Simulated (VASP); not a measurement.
System: CaO.

```
Ca O
1.0
     5.21346    0.00000    0.00000
     0.00000    0.00000   -5.21346
     0.00000    5.21346    0.00000
Ca O
4 4
Direct
  0.50000 0.50000 0.00000
  0.00000 0.50000 0.50000
  0.00000 0.00000 0.00000
  0.50000 0.00000 0.50000
  0.25000 0.75000 0.25000
  0.75000 0.75000 0.75000
  0.75000 0.25000 0.25000
  0.25000 0.25000 0.75000
```

Space group F-43m; started from the zincblende prototype, which need not be the ambient phase.

Theory: VASP, DFT, r2SCAN, plane waves, PAW.

### Predict the valence pseudo-density and electron localisation function between the atoms.

Ca–O (2.26 Å): the density is about 0.34 e/Å³ at the midpoint; the ELF peaks at about 0.85 in the valence shell of O, 0.6 Å from its nucleus, and drops to about 0.10 between the two atoms (a largely ionic contact).

### Does the calculation give a band gap?

It is gapped, with a Kohn–Sham gap of 3.7 eV on the k-point mesh, an upper bound to the gap of this method.

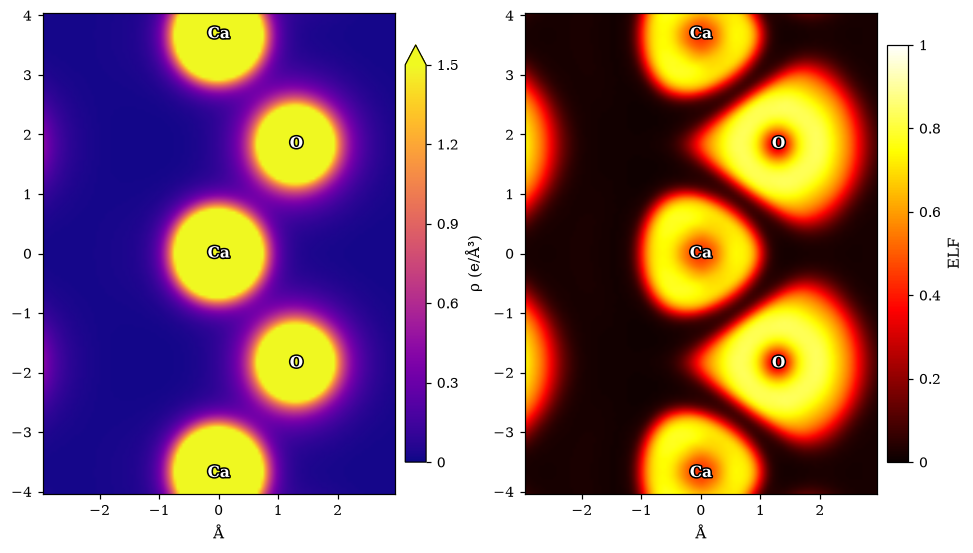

Computed valence pseudo-density and electron localisation function on the (101) plane of the conventional cell, in this order. 
